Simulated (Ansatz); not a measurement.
System: Cu.

```cif
data_structure
_symmetry_space_group_name_H-M 'P 1'
_symmetry_Int_Tables_number 1
_cell_length_a 2.7200
_cell_length_b 4.0873
_cell_length_c 4.0873
_cell_angle_alpha 90.000
_cell_angle_beta 90.000
_cell_angle_gamma 90.000
_cell_volume 45.44
loop_
_atom_site_label
_atom_site_type_symbol
_atom_site_fract_x
_atom_site_fract_y
_atom_site_fract_z
_atom_site_occupancy
Cu1 Cu 0.00000 0.25000 0.76468 1
Cu2 Cu 0.50000 0.75000 0.76468 1
Cu3 Cu 0.00000 0.75000 0.23532 1
Cu4 Cu 0.50000 0.25000 0.23532 1
```

Space group Cmme; a structure from a database of computed crystals, not necessarily the ambient phase; not relaxed (largest force 1.0 eV/Å); computed without spin polarisation.

Computed with DFT PBEsol, scalar-relativistic, plane waves, PAW (Ansatz).

Q: What can the converged valence pseudo-density and electron localisation function tell about the bonding?

A: Cu–Cu (2.36 Å): ρ at the midpoint is about 0.38 e/Å³; the ELF is about 0.20 at the midpoint (no shared electron pair shows on this line).
Cu–Cu (2.56 Å): ρ is about 0.26 e/Å³ halfway; the ELF is about 0.20 at the midpoint: no shared electron pair shows on this line.

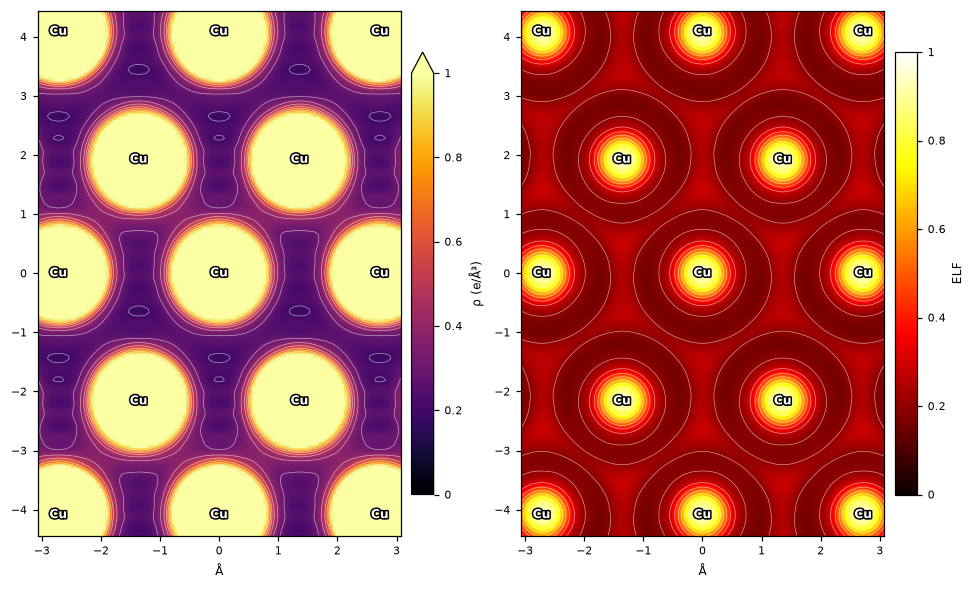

Computed valence pseudo-density and electron localisation function on the (010) plane of the conventional cell, in this order. 

Core electrons are frozen (PAW), and the valence fields are smoothed inside the atomic spheres.
